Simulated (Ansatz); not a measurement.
Structure of Pt:

```cif
data_structure
_symmetry_space_group_name_H-M 'Pm-3n'
_symmetry_Int_Tables_number 223
_cell_length_a 5.0267
_cell_length_b 5.0267
_cell_length_c 5.0267
_cell_angle_alpha 90.000
_cell_angle_beta 90.000
_cell_angle_gamma 90.000
_cell_volume 127.01
loop_
_atom_site_label
_atom_site_type_symbol
_atom_site_symmetry_multiplicity
_atom_site_Wyckoff_symbol
_atom_site_fract_x
_atom_site_fract_y
_atom_site_fract_z
_atom_site_occupancy
Pt1 Pt 2 a 0.00000 0.00000 0.00000 1
Pt2 Pt 6 c 0.25000 0.00000 0.50000 1
```

It is based on the geometry relaxed with Ansatz 0.2.0, DFT, r2SCAN, plane waves (500 eV) with PAW, scalar-relativistic; the starting structure was generated, so it need not be a known form of this composition.

Which powder rings are expected with 120 kV electrons? List the innermost 4, leaving out those under 3 % of the strongest.

Answer.
| ring | radius | d (Å) | hkl |
| --- | --- | --- | --- |
| 1 | 3.98 nm⁻¹ | 2.51 | 200 |
| 2 | 4.45 nm⁻¹ | 2.25 | 210 |
| 3 | 4.87 nm⁻¹ | 2.05 | 211 |
| 4 | 6.89 nm⁻¹ | 1.451 | 222 |

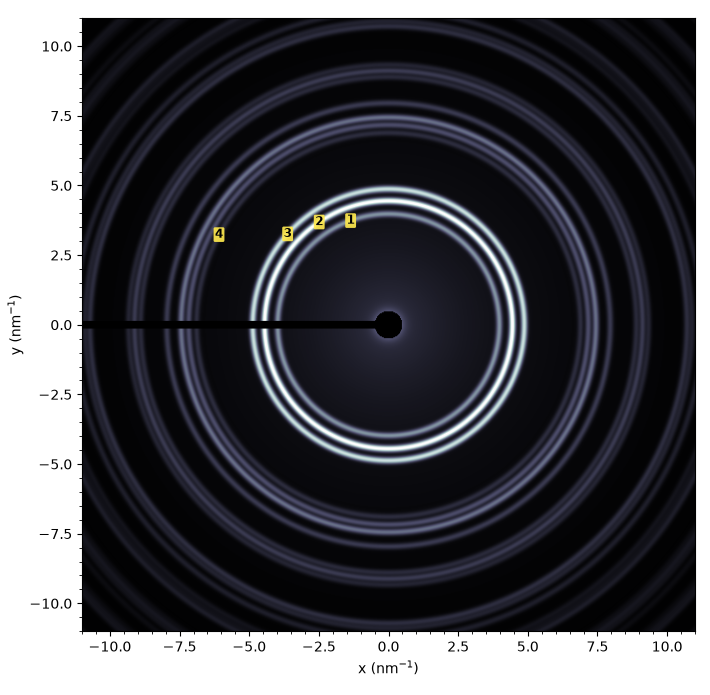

Simulated electron diffraction rings at 120 kV (λ = 0.0335 Å), scale in nm⁻¹ (radius = 1/d), for a fine-grained powder without texture. Kinematic intensities with B = 0.8 Å² for all atoms, without multiple scattering; brightness goes as intensity to the power 0.6, clipped at the top. Reflections closer than the ring width show as one ring. The numbers mark the rings of the table.
